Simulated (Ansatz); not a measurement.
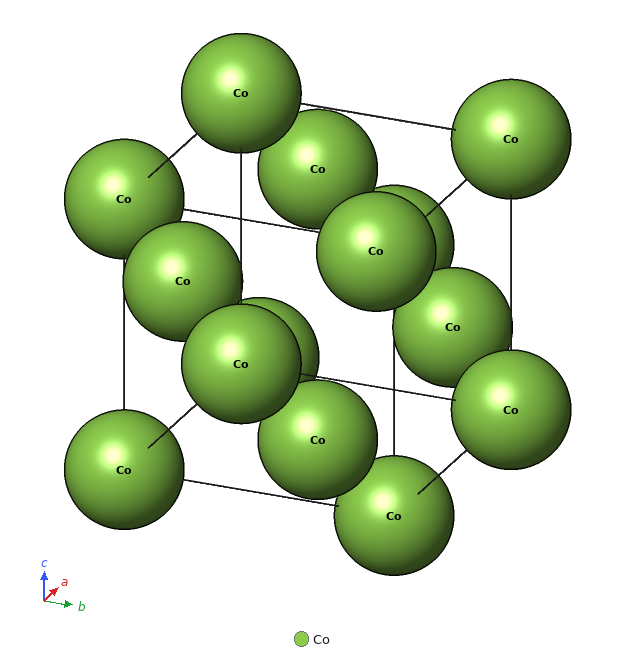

Drawn in the spheres-only manner and seen from a general direction. The conventional unit cell is drawn as a box.

Co, space group Fm-3m (No. 225), a = 3.54 Å, b = 3.54 Å, c = 3.54 Å, α = 90.00°, β = 90.00°, γ = 90.00°.

Results below were computed with DFT PBE, scalar-relativistic, plane waves, PAW in Ansatz 0.2.0; the settings were a cutoff energy of 420 eV, k-points about 0.15 Å⁻¹ apart, Gaussian smearing of 0.05 eV, collinear spins. The state is ferromagnetic, in a cell of 1 atoms.

Question: Is the electronic structure metallic or gapped?

Answer: A metal: bands cross the Fermi level.

Question: What is the computed pressure?

Answer: The computed pressure is -3.8 GPa (stretched: it would shrink).

The cell started as a structure type filled with this element by a generator (whether the element takes this form wasn't checked). Earlier steps of the study may have refined or changed the cell and positions. It was run through Ansatz as a DFT input.
